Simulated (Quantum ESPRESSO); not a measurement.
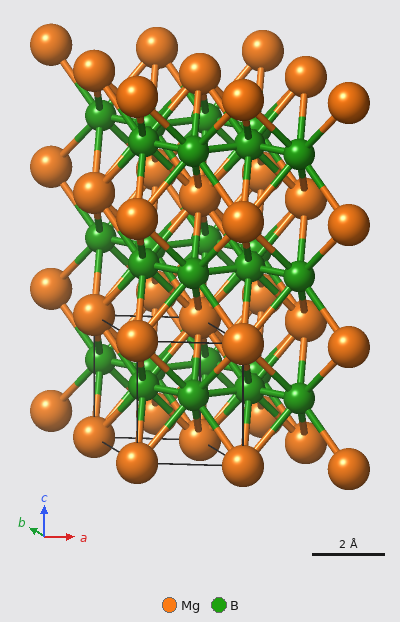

*The starting structure (ball-and-stick view of the cell of the calculation, repeated 2 × 2 × 3, seen slightly off an axis).*

Near neighbours in the crystal (not all of them lie inside the picture): Mg has 12 B at 2.45 Å; B has 3 B at 1.71 Å and 6 Mg at 2.45 Å.

## MgB2: geometry relaxation (part 1 of 2)

- system: MgB2 (3 atoms in the cell)
- method: Kohn-Sham DFT of a periodic cell, PBEsol, GBRV 1.5 PBEsol, no spin polarisation (Quantum ESPRESSO 7.5)

The structure derives from an entry of the Crystallography Open Database.

Input file
```
&CONTROL
  calculation = 'relax'
  prefix = 'pwscf'
  outdir = './tmp'
  pseudo_dir = './pseudo'
  tprnfor = .true.
  tstress = .true.
  disk_io = 'low'
  nstep = 40
  forc_conv_thr = 0.0004
  etot_conv_thr = 1d-05
/
&SYSTEM
  ibrav = 0
  celldm(1) = 8
  nat = 3
  ntyp = 2
  ecutwfc = 45
  ecutrho = 360
  nbnd = 14
  occupations = 'smearing'
  smearing = 'fd'
  degauss = 0.00367493
/
&ELECTRONS
  conv_thr = 6d-10
  electron_maxstep = 120
  mixing_beta = 0.5
/
&IONS
  ion_dynamics = 'bfgs'
/
ATOMIC_SPECIES
Mg    24.3050 mg_pbesol_v1.4.uspp.F.UPF
B     10.8100 b_pbesol_v1.4.uspp.F.UPF
CELL_PARAMETERS alat
  0.6995766113365   0.0000000000000   0.0000000000000
 -0.3497883056682   0.6058511173231   0.0000000000000
  0.0000000000000   0.0000000000000   0.8321881421321
ATOMIC_POSITIONS crystal
Mg     0.0000000000    0.0000000000    0.0000000000
B      0.6666666667    0.3333333333    0.5000000000
B      0.3333333333    0.6666666667    0.5000000000
K_POINTS automatic
10 10 8 0 0 0
```

Launched with:
```bash
OMP_NUM_THREADS=1 mpirun -n 2 pw.x -nk 2 -in pw.in > pw.out
```

Log
```
This program is part of the open-source Quantum ESPRESSO suite
     for quantum simulation of materials; please cite
         "P. Giannozzi et al., J. Phys.:Condens. Matter 21 395502 (2009);
         "P. Giannozzi et al., J. Phys.:Condens. Matter 29 465901 (2017);
         "P. Giannozzi et al., J. Chem. Phys. 152 154105 (2020);
          URL
     in publications or presentations arising from this work. More details at

     Message from routine setup:
     using ibrav=0 with symmetry is DISCOURAGED, use correct ibrav instead

     K-points division:     npool     =       2
     Subspace diagonalization in iterative solution of the eigenvalue problem:
     a serial algorithm will be used

     G-vector sticks info
     --------------------
     sticks:   dense  smooth     PW     G-vecs:    dense   smooth      PW
     Sum         769     379    121                20765     7355    1323

     Using Slab Decomposition

     bravais-lattice index     =            0
     lattice parameter (alat)  =       8.0000  a.u.
     unit-cell volume          =     180.5896 (a.u.)^3
     number of atoms/cell      =            3
     number of atomic types    =            2
     number of electrons       =        16.00
     number of Kohn-Sham states=           14
     kinetic-energy cutoff     =      45.0000  Ry
     charge density cutoff     =     360.0000  Ry
     scf convergence threshold =      6.0E-10
     mixing beta               =       0.5000
     number of iterations used =            8  plain     mixing
     energy convergence thresh.=      1.0E-05
     force convergence thresh. =      4.0E-04
     Exchange-correlation= SLA  PW   PSX  PSC
                           (   1   4  10   8   0   0   0)
     nstep                     =           40

     celldm(1)=   8.000000  celldm(2)=   0.000000  celldm(3)=   0.000000
     celldm(4)=   0.000000  celldm(5)=   0.000000  celldm(6)=   0.000000

     crystal axes: (cart. coord. in units of alat)
               a(1) = (   0.699577   0.000000   0.000000 )
               a(2) = (  -0.349788   0.605851   0.000000 )
               a(3) = (   0.000000   0.000000   0.832188 )

     reciprocal axes: (cart. coord. in units 2 pi/alat)
               b(1) = (  1.429436  0.825285 -0.000000 )
               b(2) = (  0.000000  1.650571  0.000000 )
               b(3) = (  0.000000 -0.000000  1.201651 )

     PseudoPot. # 1 for Mg read from file:
     mg_pbesol_v1.4.uspp.F.UPF
     Pseudo is Ultrasoft, Zval = 10.0
     Generated by new atomic code, or converted to UPF format
     Using radial grid of  821 points,  7 beta functions with:
                l(1) =   0
                l(2) =   0
                l(3) =   0
                l(4) =   1
                l(5) =   1
                l(6) =   2
                l(7) =   2
     Q(r) pseudized with  8 coefficients,  rinner =    1.200   1.200   1.200
                                                       1.200   1.200

     PseudoPot. # 2 for B  read from file:
     b_pbesol_v1.4.uspp.F.UPF
     Pseudo is Ultrasoft + core correction, Zval =  3.0
     Generated by new atomic code, or converted to UPF format
     Using radial grid of  781 points,  4 beta functions with:
                l(1) =   0
                l(2) =   0
                l(3) =   1
                l(4) =   1
     Q(r) pseudized with  8 coefficients,  rinner =    1.100   1.100   1.100

     atomic species   valence    mass     pseudopotential
     Mg               10.00    24.30500     Mg( 1.00)
     B                 3.00    10.81000     B ( 1.00)

     24 Sym. Ops., with inversion, found

   Cartesian axes

     site n.     atom                  positions (alat units)
         1        Mg     tau(   1) = (   0.0000000   0.0000000   0.0000000  )
         2        B      tau(   2) = (   0.3497883   0.2019504   0.4160941  )
         3        B      tau(   3) = (  -0.0000000   0.4039007   0.4160941  )

     number of k points=    70  Fermi-Dirac smearing, width (Ry)=  0.0037
                       cart. coord. in units 2pi/alat
        k(    1) = (   0.0000000   0.0000000   0.0000000), wk =   0.0025000
        k(    2) = (   0.0000000   0.0000000   0.1502064), wk =   0.0050000
        k(    3) = (   0.0000000   0.0000000   0.3004128), wk =   0.0050000
        k(    4) = (   0.0000000   0.0000000   0.4506193), wk =   0.0050000
        k(    5) = (   0.0000000   0.0000000  -0.6008257), wk =   0.0025000
        k(    6) = (   0.0000000   0.1650571   0.0000000), wk =   0.0150000
        k(    7) = (   0.0000000   0.1650571   0.1502064), wk =   0.0300000
        k(    8) = (   0.0000000   0.1650571   0.3004128), wk =   0.0300000
        k(    9) = (   0.0000000   0.1650571   0.4506193), wk =   0.0300000
        k(   10) = (   0.0000000   0.1650571  -0.6008257), wk =   0.0150000
        k(   11) = (   0.0000000   0.3301141   0.0000000), wk =   0.0150000
        k(   12) = (   0.0000000   0.3301141   0.1502064), wk =   0.0300000
        k(   13) = (   0.0000000   0.3301141   0.3004128), wk =   0.0300000
        k(   14) = (   0.0000000   0.3301141   0.4506193), wk =   0.0300000
        k(   15) = (   0.0000000   0.3301141  -0.6008257), wk =   0.0150000
        k(   16) = (   0.0000000   0.4951712   0.0000000), wk =   0.0150000
        k(   17) = (   0.0000000   0.4951712   0.1502064), wk =   0.0300000
        k(   18) = (   0.0000000   0.4951712   0.3004128), wk =   0.0300000
        k(   19) = (   0.0000000   0.4951712   0.4506193), wk =   0.0300000
        k(   20) = (   0.0000000   0.4951712  -0.6008257), wk =   0.0150000
        k(   21) = (   0.0000000   0.6602282   0.0000000), wk =   0.0150000
        k(   22) = (   0.0000000   0.6602282   0.1502064), wk =   0.0300000
        k(   23) = (   0.0000000   0.6602282   0.3004128), wk =   0.0300000
        k(   24) = (   0.0000000   0.6602282   0.4506193), wk =   0.0300000
        k(   25) = (   0.0000000   0.6602282  -0.6008257), wk =   0.0150000
        k(   26) = (   0.0000000  -0.8252853   0.0000000), wk =   0.0075000
        k(   27) = (   0.0000000  -0.8252853   0.1502064), wk =   0.0150000
        k(   28) = (   0.0000000  -0.8252853   0.3004128), wk =   0.0150000
        k(   29) = (   0.0000000  -0.8252853   0.4506193), wk =   0.0150000
        k(   30) = (   0.0000000  -0.8252853  -0.6008257), wk =   0.0075000
        k(   31) = (   0.1429436   0.2475856   0.0000000), wk =   0.0150000
        k(   32) = (   0.1429436   0.2475856   0.1502064), wk =   0.0300000
        k(   33) = (   0.1429436   0.2475856   0.3004128), wk =   0.0300000
        k(   34) = (   0.1429436   0.2475856   0.4506193), wk =   0.0300000
        k(   35) = (   0.1429436   0.2475856  -0.6008257), wk =   0.0150000
        k(   36) = (   0.1429436   0.4126426   0.0000000), wk =   0.0300000
        k(   37) = (   0.1429436   0.4126426   0.1502064), wk =   0.0600000
        k(   38) = (   0.1429436   0.4126426   0.3004128), wk =   0.0600000
        k(   39) = (   0.1429436   0.4126426   0.4506193), wk =   0.0600000
        k(   40) = (   0.1429436   0.4126426  -0.6008257), wk =   0.0300000
        k(   41) = (   0.1429436   0.5776997   0.0000000), wk =   0.0300000
        k(   42) = (   0.1429436   0.5776997   0.1502064), wk =   0.0600000
        k(   43) = (   0.1429436   0.5776997   0.3004128), wk =   0.0600000
        k(   44) = (   0.1429436   0.5776997   0.4506193), wk =   0.0600000
        k(   45) = (   0.1429436   0.5776997  -0.6008257), wk =   0.0300000
        k(   46) = (   0.1429436   0.7427567   0.0000000), wk =   0.0300000
        k(   47) = (   0.1429436   0.7427567   0.1502064), wk =   0.0600000
        k(   48) = (   0.1429436   0.7427567   0.3004128), wk =   0.0600000
        k(   49) = (   0.1429436   0.7427567   0.4506193), wk =   0.0600000
        k(   50) = (   0.1429436   0.7427567  -0.6008257), wk =   0.0300000
        k(   51) = (   0.2858872   0.4951712   0.0000000), wk =   0.0150000
        k(   52) = (   0.2858872   0.4951712   0.1502064), wk =   0.0300000
        k(   53) = (   0.2858872   0.4951712   0.3004128), wk =   0.0300000
        k(   54) = (   0.2858872   0.4951712   0.4506193), wk =   0.0300000
        k(   55) = (   0.2858872   0.4951712  -0.6008257), wk =   0.0150000
        k(   56) = (   0.2858872   0.6602282   0.0000000), wk =   0.0300000
        k(   57) = (   0.2858872   0.6602282   0.1502064), wk =   0.0600000
        k(   58) = (   0.2858872   0.6602282   0.3004128), wk =   0.0600000
        k(   59) = (   0.2858872   0.6602282   0.4506193), wk =   0.0600000
        k(   60) = (   0.2858872   0.6602282  -0.6008257), wk =   0.0300000
        k(   61) = (   0.2858872   0.8252853   0.0000000), wk =   0.0150000
        k(   62) = (   0.2858872   0.8252853   0.1502064), wk =   0.0300000
        k(   63) = (   0.2858872   0.8252853   0.3004128), wk =   0.0300000
        k(   64) = (   0.2858872   0.8252853   0.4506193), wk =   0.0300000
        k(   65) = (   0.2858872   0.8252853  -0.6008257), wk =   0.0150000
        k(   66) = (   0.4288308   0.7427567   0.0000000), wk =   0.0150000
        k(   67) = (   0.4288308   0.7427567   0.1502064), wk =   0.0300000
        k(   68) = (   0.4288308   0.7427567   0.3004128), wk =   0.0300000
        k(   69) = (   0.4288308   0.7427567   0.4506193), wk =   0.0300000
        k(   70) = (   0.4288308   0.7427567  -0.6008257), wk =   0.0150000

     Dense  grid:    20765 G-vectors     FFT dimensions: (  36,  36,  45)

     Smooth grid:     7355 G-vectors     FFT dimensions: (  24,  24,  30)

     Initial potential from superposition of free atoms

     starting charge      15.6992, renormalised to      16.0000
     Starting wfcs are   13 randomized atomic wfcs +    1 random wfcs

     Self-consistent Calculation

     iteration #  1     ecut=    45.00 Ry     beta= 0.50
     Davidson diagonalization with overlap
     ethr =  1.00E-02,  avg # of iterations =  5.5

     total energy              =    -137.75111919 Ry
     estimated scf accuracy    <       0.51944238 Ry

     iteration #  2     ecut=    45.00 Ry     beta= 0.50
     Davidson diagonalization with overlap
     ethr =  3.25E-03,  avg # of iterations =  2.6

     total energy              =    -137.85291424 Ry
     estimated scf accuracy    <       0.00777011 Ry

     iteration #  3     ecut=    45.00 Ry     beta= 0.50
     Davidson diagonalization with overlap
     ethr =  4.86E-05,  avg # of iterations =  4.2

     total energy              =    -137.85321517 Ry
     estimated scf accuracy    <       0.00142449 Ry

     iteration #  4     ecut=    45.00 Ry     beta= 0.50
     Davidson diagonalization with overlap
     ethr =  8.90E-06,  avg # of iterations =  2.1

     total energy              =    -137.85327947 Ry
     estimated scf accuracy    <       0.00003561 Ry

     iteration #  5     ecut=    45.00 Ry     beta= 0.50
     Davidson diagonalization with overlap
     ethr =  2.23E-07,  avg # of iterations =  2.8

     total energy              =    -137.85328483 Ry
     estimated scf accuracy    <       0.00000134 Ry

     iteration #  6     ecut=    45.00 Ry     beta= 0.50
     Davidson diagonalization with overlap
     ethr =  8.37E-09,  avg # of iterations =  2.4

     total energy              =    -137.85328516 Ry
     estimated scf accuracy    <       0.00000019 Ry

     iteration #  7     ecut=    45.00 Ry     beta= 0.50
     Davidson diagonalization with overlap
     ethr =  1.20E-09,  avg # of iterations =  2.0

     total energy              =    -137.85328521 Ry
     estimated scf accuracy    <          7.5E-09 Ry

     iteration #  8     ecut=    45.00 Ry     beta= 0.50
     Davidson diagonalization with overlap
     ethr =  4.67E-11,  avg # of iterations =  2.1

     total energy              =    -137.85328521 Ry
     estimated scf accuracy    <          2.2E-09 Ry

     iteration #  9     ecut=    45.00 Ry     beta= 0.50
     Davidson diagonalization with overlap
     ethr =  1.36E-11,  avg # of iterations =  1.9

     End of self-consistent calculation

          k = 0.0000 0.0000 0.0000 (   909 PWs)   bands (ev):

   -64.8504 -31.8124 -31.8124 -31.8005  -3.0308   6.3594  10.5457  10.5457
    11.0296  16.9728  16.9728  19.5998  20.8623  23.8823

          k = 0.0000 0.0000 0.1502 (   890 PWs)   bands (ev):

   -64.8504 -31.8123 -31.8123 -31.8017  -2.8960   5.4145  10.5928  10.5928
    12.2912  17.0040  17.0040  19.4410  21.0263  24.0096

          k = 0.0000 0.0000 0.3004 (   914 PWs)   bands (ev):

   -64.8503 -31.8122 -31.8122 -31.8047  -2.5188   3.8195  10.7108  10.7108
    14.8280  17.0820  17.0820  19.1536  21.3251  24.0552

          k = 0.0000 0.0000 0.4506 (   902 PWs)   bands (ev):

   -64.8502 -31.8119 -31.8119 -31.8076  -2.0185   2.4881  10.8352  10.8352
    17.1645  17.1645  17.6461  18.9318  21.5572  23.0118

          k = 0.0000 0.0000-0.6008 (   914 PWs)   bands (ev):

   -64.8502 -31.8119 -31.8119 -31.8089  -1.7408   1.9239  10.8889  10.8889
    17.2001  17.2001  18.8511  19.3584  21.6418  22.6431

          k = 0.0000 0.1651 0.0000 (   921 PWs)   bands (ev):

   -64.8498 -31.8185 -31.8139 -31.7996  -2.8432   6.5439   9.6578  10.1113
    11.2043  16.8795  17.7936  19.8045  20.1240  24.7711

          k = 0.0000 0.1651 0.1502 (   909 PWs)   bands (ev):

   -64.8498 -31.8184 -31.8138 -31.8008  -2.7099   5.6041   9.7172  10.1553
    12.4489  16.9383  17.8284  19.0619  20.7858  24.8038

          k = 0.0000 0.1651 0.3004 (   900 PWs)   bands (ev):

   -64.8497 -31.8181 -31.8136 -31.8037  -2.3371   4.0186   9.8575  10.2652
    14.9351  17.1086  17.9160  18.2297  21.4220  23.3903

          k = 0.0000 0.1651 0.4506 (   910 PWs)   bands (ev):

   -64.8496 -31.8179 -31.8134 -31.8066  -1.8449   2.6982  10.0071  10.3808
    17.0100  17.5983  17.9879  18.0088  21.8496  22.3652

          k = 0.0000 0.1651-0.6008 (   912 PWs)   bands (ev):

   -64.8496 -31.8179 -31.8133 -31.8079  -1.5734   2.1412  10.0727  10.4305
    17.2150  17.3499  18.0491  19.5468  22.0071  22.0104

          k = 0.0000 0.3301 0.0000 (   912 PWs)   bands (ev):

   -64.8483 -31.8342 -31.8176 -31.7971  -2.2842   7.0918   7.7013   9.2489
    11.7307  16.3968  18.2818  19.7895  19.9961  25.4309

          k = 0.0000 0.3301 0.1502 (   918 PWs)   bands (ev):

   -64.8482 -31.8341 -31.8175 -31.7983  -2.1550   6.1645   7.7811   9.2879
    12.9359  16.4359  17.4672  19.8312  20.8672  23.9425

          k = 0.0000 0.3301 0.3004 (   916 PWs)   bands (ev):

   -64.8482 -31.8338 -31.8173 -31.8012  -1.7955   4.6089   7.9599   9.3851
    15.2070  16.0286  17.0977  19.9368  22.0057  22.3676
```
